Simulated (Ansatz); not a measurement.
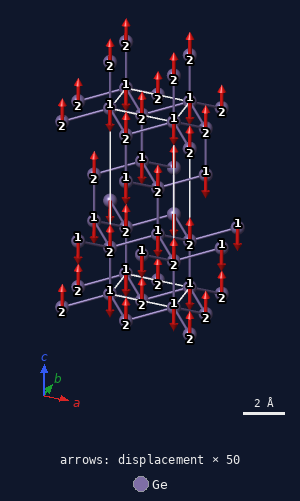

A relaxation of crystalline Ge (set up in R-3m). The starting structure is drawn; red arrows show the displacements (the part carried along by the change of the cell is left out), magnified 50 times.

A ball-and-stick model of the conventional cell (3 times the calculation's cell), seen slightly off an axis. Lengths and directions refer to the drawn axes.

Case: film's bulk on the substrate's plane, third vector and atoms relaxed.

Method: DFT PBEsol, scalar-relativistic, plane waves, PAW (Ansatz 0.2.0). Settings: plane-wave cutoff 420 eV; k-point mesh 9 × 9 × 11; occupations gaussian; smearing width 0.1 eV; no spin polarisation; cell relaxed at fixed a, b, gamma; force threshold 0.01 eV/Å; at most 50 steps.

**Describe the change and its energy.**

After 3 accepted moves (4 points after the start) the energy has fallen by 22.7 meV per atom. The largest force component goes from 0.88 to 0.0055 eV/Å. Pressure: −1.02 GPa at the start and −3.11 GPa at the end. The SCF was repeated once at an unchanged geometry on a basis and grid sized afresh for the cell, which shifted the energy by 0.1 meV per atom at most. The largest moves relative to the cell, 0.024 Å, are those of Ge1 and Ge2. Ge2 goes along +c. Cell: a = b unchanged at 4.155 Å, c 9.429 → 9.682 Å (+2.7 %). Volume +2.7 %. Some distances before and after: Ge1–Ge2 2.357 → 2.469 Å, Ge1–Ge2 (another image) 2.524 → 2.516 Å. The space group stays R-3m (No. 166). The run took of the order of 50 core-seconds on a shared host.
